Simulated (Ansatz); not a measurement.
The compound is Li₂O (space group Fm-3m, No. 225), taken as the input geometry of an electronic-structure calculation (not necessarily at equilibrium).

```cif
data_structure
_symmetry_space_group_name_H-M 'Fm-3m'
_symmetry_Int_Tables_number 225
_cell_length_a 4.6140
_cell_length_b 4.6140
_cell_length_c 4.6140
_cell_angle_alpha 90.000
_cell_angle_beta 90.000
_cell_angle_gamma 90.000
_cell_volume 98.23
loop_
_atom_site_label
_atom_site_type_symbol
_atom_site_symmetry_multiplicity
_atom_site_Wyckoff_symbol
_atom_site_fract_x
_atom_site_fract_y
_atom_site_fract_z
_atom_site_occupancy
Li1 Li 8 c 0.25000 0.75000 0.75000 1
O1 O 4 b 0.50000 0.00000 0.00000 1
```

Describe the stacking along [111], with columns A (0, 0), B (1/3, 2/3), C (2/3, 1/3) of the hexagonal mesh spanned by (a − b)/2 and (b − c)/2.

Li(B) – O(C) – Li(A) – Li(C) – O(A) – Li(B) – Li(A) – O(B) – Li(C) (nine layers in 7.99 Å).

O layers alone: CAB, the cubic close-packed type.

Li: six tetrahedral sites in each hexagonal cell.

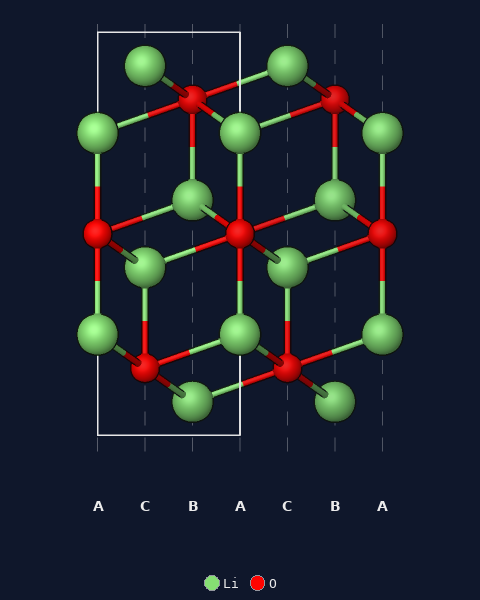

Projection along an edge of the hexagonal mesh, stacking direction [111] upwards. The dashed lines mark the three columns A (0, 0), B (1/3, 2/3) and C (2/3, 1/3). The box is the hexagonal cell of the face-centred cubic lattice. The sequence starts with the first layer at or above the cell's origin.
